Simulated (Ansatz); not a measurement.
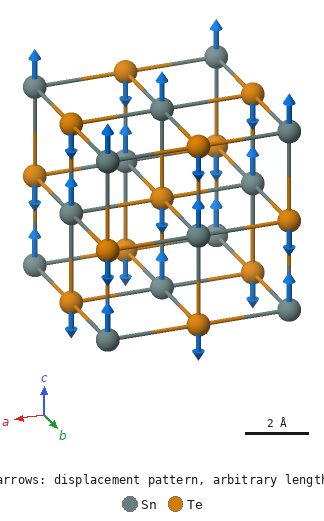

One vibrational mode of a crystal of SnTe at the zone centre. The blue arrows give the relative displacements of the atoms. Style: ball-and-stick. Shown: the conventional cell (4 times the calculation's cell), from a free direction. Lengths and directions refer to the drawn axes.

Computed with Ansatz, DFT PBEsol, scalar-relativistic, plane waves, PAW.

The input:
```yaml
crystal:
  lattice:
    - [0.0, 3.1440242593, 3.1440242593]
    - [3.1440242593, 0.0, 3.1440242593]
    - [3.1440242593, 3.1440242593, 0.0]
  atoms:
    - { symbol: Sn, position: [0.0, 0.0, 0.0] }
    - { symbol: Te, position: [0.5, 0.5, 0.5] }
basis:
  ecutwfc: 420
kpoints:
  mp_grid: { grid: [10, 10, 10] }
hamiltonian:
  xc: pbesol
scf:
  occupations: { method: gaussian, width: 0.01 }
output:
  eigenvalues: true
phonons:
  method: dfpt
  eigenvectors: true
```

Command:
```bash
ansatz run input.yaml --threads 1 --pin off --max-ram 4096MiB --backend cpu --events-out ev --progress --plain --runs-dir out
```

Frequencies are those without the non-analytic (LO–TO) term.

Q: Describe the mode and give its frequency.

A: This is the T₁u mode (triply degenerate; one member of the set is drawn) at 2.4 meV, the only optical level, infrared-active by symmetry. The Sn sublattice moves against the Te sublattice, along c; it stretches the shortest Sn–Te bonds (3.14 Å); the kinetic energy is shared as Sn 52 %, Te 48 %.
